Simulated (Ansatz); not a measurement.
Start from this file.

```cif
data_structure
_symmetry_space_group_name_H-M 'P 1'
_symmetry_Int_Tables_number 1
_cell_length_a 3.8927
_cell_length_b 5.5051
_cell_length_c 24.7318
_cell_angle_alpha 90.000
_cell_angle_beta 90.000
_cell_angle_gamma 90.000
_cell_volume 530.00
loop_
_atom_site_label
_atom_site_type_symbol
_atom_site_fract_x
_atom_site_fract_y
_atom_site_fract_z
_atom_site_occupancy
Ga1 Ga 0.50000 0.44631 0.32036 1
P1 P 0.00000 0.23902 0.29474 1
Ga2 Ga 0.00000 0.01820 0.37830 1
P2 P 0.50000 0.76805 0.38277 1
Ga3 Ga 0.50000 0.51509 0.46213 1
P3 P 0.00000 0.26334 0.45926 1
Ga4 Ga 0.00000 0.01509 0.53787 1
P4 P 0.50000 0.76334 0.54074 1
Ga5 Ga 0.50000 0.51820 0.62170 1
P5 P 0.00000 0.26804 0.61723 1
Ga6 Ga 0.00000 0.94630 0.67964 1
P6 P 0.50000 0.73901 0.70526 1
```

### Give a crystallographic description of this input.

Formula: GaP. Counting shared atoms by their share gives 6 Ga, 6 P, or 12 atoms. Ga takes three kinds of site: two a cell with three P in a distorted trigonal planar arrangement at 2.34 to 2.35 Å; two a cell with four P in a tetrahedral arrangement at 2.39 to 2.41 Å; two a cell with four P in a tetrahedral arrangement at 2.38 to 2.41 Å. P takes three kinds of site: two a cell with three Ga in a trigonal pyramidal arrangement at 2.34 to 2.40 Å; two a cell with four Ga in a distorted tetrahedral arrangement at 2.35 to 2.41 Å; two a cell with four Ga in a tetrahedral arrangement at 2.38 to 2.41 Å. The bonds build GaP layers parallel to (001).

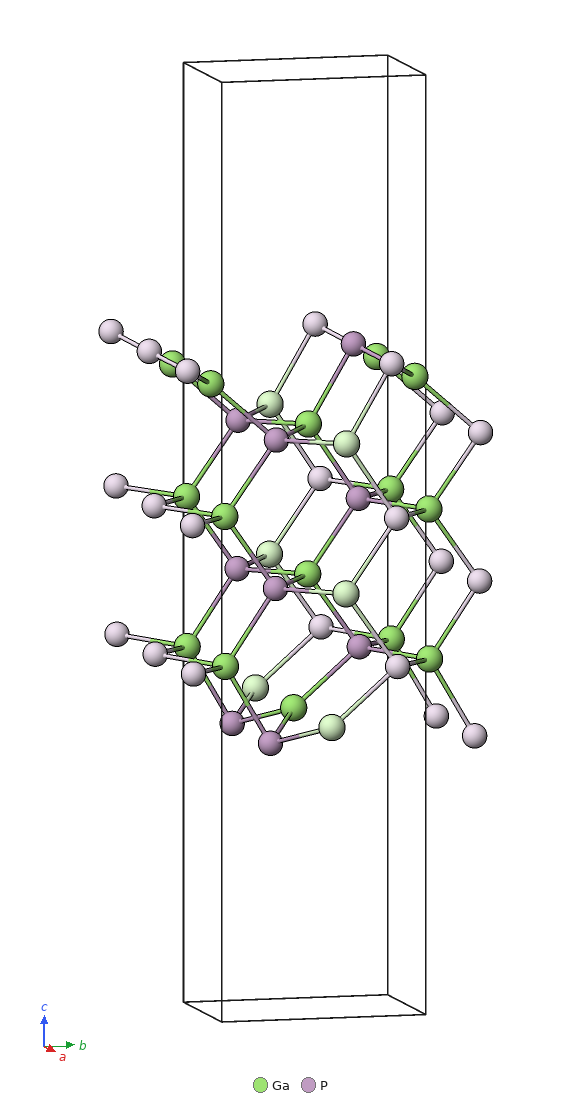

Structure drawing (ball-and-stick), viewed slightly off an axis. The parallelepiped is the simulation cell. Bonded atoms from the next cells complete the picture, in fainter colours.

It goes back to a structure listed in the Materials Project, from which a slab was cut. The atoms were relaxed in a fixed cell with DFT PBE, scalar-relativistic, plane waves, PAW (Ansatz 0.2.0).
